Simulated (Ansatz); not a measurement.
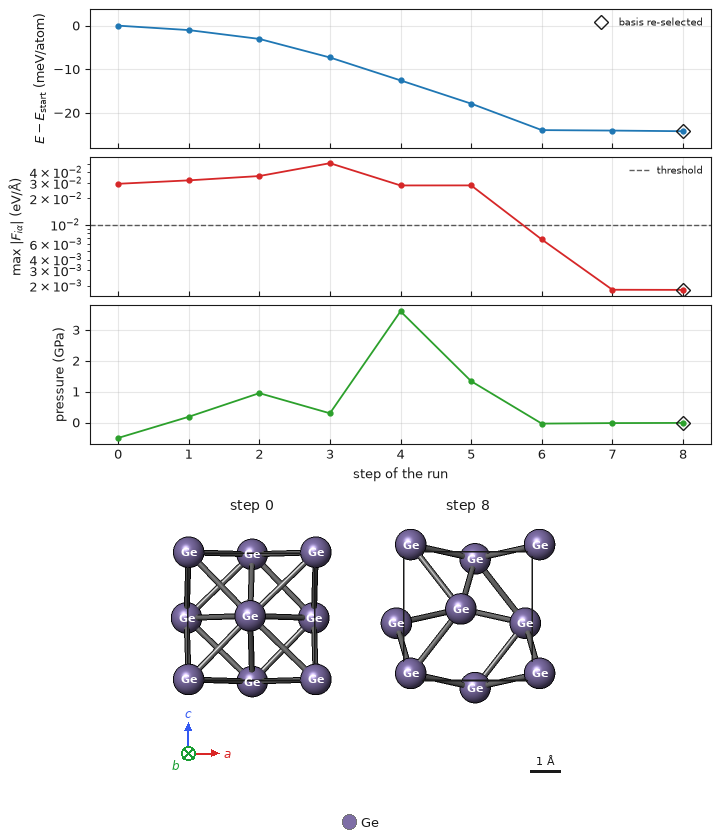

First and last geometry of a relaxation of crystalline Ge (built on the N_198 type), with the history of the run. A ball-and-stick model of the cell of the calculation, seen along the b axis.

Case: N type (P2_13, No. 198).

Theory: Ansatz, DFT PBE, scalar-relativistic, plane waves, PAW.

Input
```yaml
crystal:
  lattice:
    - [4.288527113, 0.0, 0.0]
    - [0.0, 4.288527113, 0.0]
    - [0.0, 0.0, 4.288527113]
  atoms:
    - { symbol: Ge, position: [0.0082680124, 0.0082680124, 0.0082680124] }
    - { symbol: Ge, position: [0.4917319876, 0.9917319876, 0.5082680124] }
    - { symbol: Ge, position: [0.5082680124, 0.4917319876, 0.9917319876] }
    - { symbol: Ge, position: [0.9917319876, 0.5082680124, 0.4917319876] }
basis:
  ecutwfc: 420
kpoints:
  mp_grid: { grid: [12, 12, 12] }
hamiltonian:
  xc: pbe
scf:
  occupations: { method: gaussian, width: 0.1 }
output:
  forces: true
  stress: true
  eigenvalues: true
relax:
  adjacent_minimum: "off"
  f_tol: 0.01
  max_steps: 80
  cell: { stress_tol: 0.05 }
```

### Read the history and describe the run.

It converged. The largest moves relative to the cell, 0.35 Å, are those of Ge1, Ge2, Ge3 and Ge4. Ge2 goes along [−1 −1 1]. The volume changes by +3.9 %, with a = b = c 4.289 → 4.343 Å (+1.3 %). Among the contacts that change: Ge1–Ge2 3.084 → 3.462 Å, Ge1–Ge2 (another image) 2.984 → 2.794 Å. Bond angles that change, for instance: Ge2–Ge1–Ge3 62.2° → 76.6°, Ge2–Ge1–Ge4 122.2° → 135.1°, Ge2–Ge1–Ge2 91.9° → 102.0°. The space group stays P2_13 (No. 198). After 7 accepted moves (8 points after the start) the energy has fallen by 24.2 meV per atom. Largest force component: 0.029 eV/Å at the start, 0.0018 eV/Å at the end. The pressure goes from −0.50 to −0.01 GPa. At 1 point the geometry stayed and the basis and grid were re-selected for the new cell (energy shift of 0.1 meV per atom at most each time). The run took about 4 core-minutes on a shared host.
